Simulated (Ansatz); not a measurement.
Consider WS₄ (slab).

```yaml
crystal:
  lattice:
    - [3.18852, 0.00000, 0.00000]
    - [-1.59426, 2.76134, 0.00000]
    - [0.00000, 0.00000, 45.75949]
  atoms:
    - { symbol: S, position: [0.66667, 0.33333, 0.16390] }
    - { symbol: S, position: [0.66667, 0.33333, 0.46567] }
    - { symbol: W, position: [0.33333, 0.66667, 0.50000] }
    - { symbol: S, position: [0.66667, 0.33333, 0.53433] }
    - { symbol: S, position: [0.66667, 0.33333, 0.83610] }
```

These are results of Ansatz 0.2.0, DFT PBE, scalar-relativistic, plane waves, PAW, not measurements.

**Predict the valence pseudo-density and electron localisation function between the atoms.**

W–S (2.42 Å): the density is about 0.62 e/Å³ at the midpoint; the ELF peaks at about 0.85 in the valence shell of S, 0.8 Å from its nucleus, and is about 0.50 at the midpoint.

**Does the calculation make it a metal, or give it a gap?**

It is gapless in this calculation (a metal or semimetal).

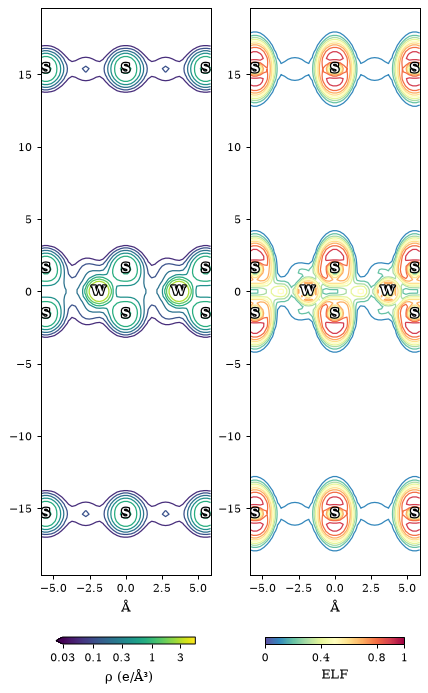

Computed valence pseudo-density and electron localisation function on the (110) plane of the calculation cell, a cut from vacuum to vacuum, in this order. 

The density is the valence pseudo-density of a PAW calculation; it isn't the true density close to the nuclei.
